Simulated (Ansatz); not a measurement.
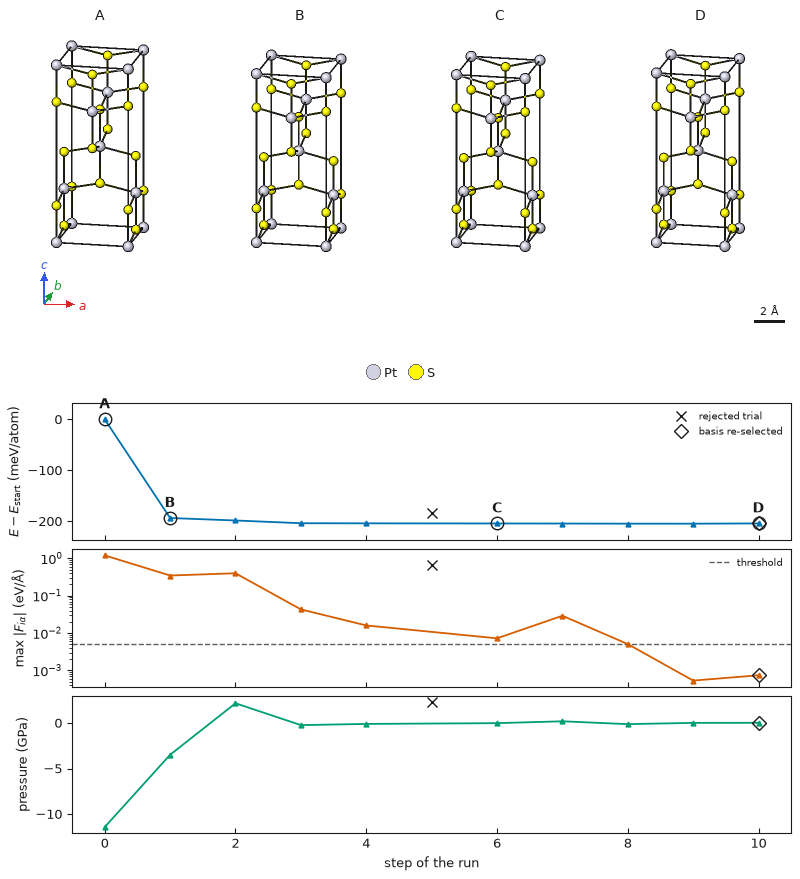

Frames of a relaxation of a crystal of PtS$_{2}$ (built on the anatase type), marked on the history of the run. A ball-and-stick model of the conventional cell (2 times the calculation's cell), seen slightly off an axis. Lengths and directions refer to the drawn axes.

All numbers below come from Ansatz, DFT, PBE, plane waves, PAW.

Input file:
```yaml
crystal:
  lattice:
    - [-2.4733157, 2.4733157, 6.208022407]
    - [2.4733157, -2.4733157, 6.208022407]
    - [2.4733157, 2.4733157, -6.208022407]
  atoms:
    - { symbol: Pt, position: [0.75, 0.25, 0.5] }
    - { symbol: Pt, position: [0.0, 0.0, 0.0] }
    - { symbol: S, position: [0.542, 0.042, 0.5] }
    - { symbol: S, position: [0.792, 0.792, 0.0] }
    - { symbol: S, position: [0.208, 0.208, 0.0] }
    - { symbol: S, position: [0.958, 0.458, 0.5] }
kpoints:
  mp_grid: { grid: [6, 6, 6] }
hamiltonian:
  xc: pbe
scf:
  occupations: { method: fermi_dirac, width: 0.02 }
relax:
  f_tol: 0.005
  cell: {}
```

Command:
```bash
ansatz run input.yaml --threads 2 --pin off --max-ram 20275MiB --backend cpu --events-out ev --progress --plain --runs-dir out
```

Q: What happens along the run?

A: The largest moves relative to the cell, 0.12 Å, are those of S3, S4, S5 and S6. S6 goes along −c. Pt stays in place. The drawn cell changes as follows: a = b 4.947 → 4.716 Å (−4.7 %), c 12.416 → 11.863 Å (−4.5 %); the volume changes by −13.2 %. Some distances before and after: S3–S5 3.220 → 2.919 Å, Pt1–S3 2.583 → 2.343 Å, Pt1–S4 2.528 → 2.439 Å. Among the angles between lasting bonds that change: Pt2–S6–Pt2 156.2° → 150.4°, S3–Pt2–S3 156.2° → 150.4°, Pt1–S6–Pt2 101.9° → 104.8°. The space group stays I4_1/amd (No. 141). After 8 accepted moves (10 points after the start) the energy has fallen by 204 meV per atom. The largest force component goes from 1.2 to 0.00074 eV/Å. The pressure goes from −11.43 to 0.02 GPa. The line search rejected the trial step at point 5 of the run. At 1 point the geometry stayed and the basis and grid were re-selected for the new cell (energy shift of 0.5 meV per atom at most each time). From step 0 to 1: S atoms move most (0.08 Å), volume −10.3 %, energy −194 meV per atom. From step 1 to 6: S atoms move most (0.03 Å), volume −3.3 %, energy −10.7 meV per atom. From step 6 to 10: S atoms move most (0.02 Å), energy +0.1 meV per atom.
